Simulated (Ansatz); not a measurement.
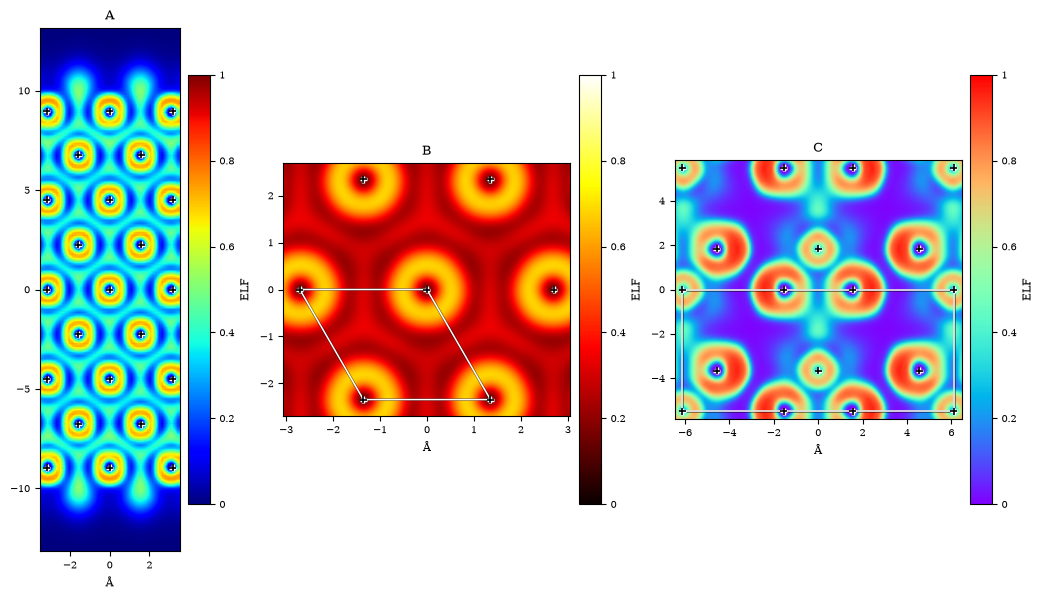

The ELF of 3 systems, each on a plane through atoms (crosses mark nuclei in the plane).

These are results of Ansatz, DFT PBE, spin-orbit coupling, plane waves, PAW, not measurements.

System 1: W (slab), the (010) plane of the calculation cell, a cut from vacuum to vacuum. 

System 2: MoS$_{2}$, the (110) plane of the conventional cell. Space group P6₃/mmc.

System 3: Ru, the (001) plane of the conventional cell. Space group P6₃/mmc.

Question: Match each panel to its system.

Answer: Panel A is system 1, W: the plane holds W. W–W (2.69 Å): the ELF is about 0.40 at the midpoint. Panel B is system 3, Ru: the plane holds Ru. Ru–Ru (2.71 Å): the ELF is about 0.30 at the midpoint. Panel C is system 2, MoS$_{2}$: the plane holds Mo and S. Mo–S (2.40 Å): the ELF peaks at about 0.85 in the valence shell of S, 0.8 Å from its nucleus, and is about 0.45 at the midpoint.
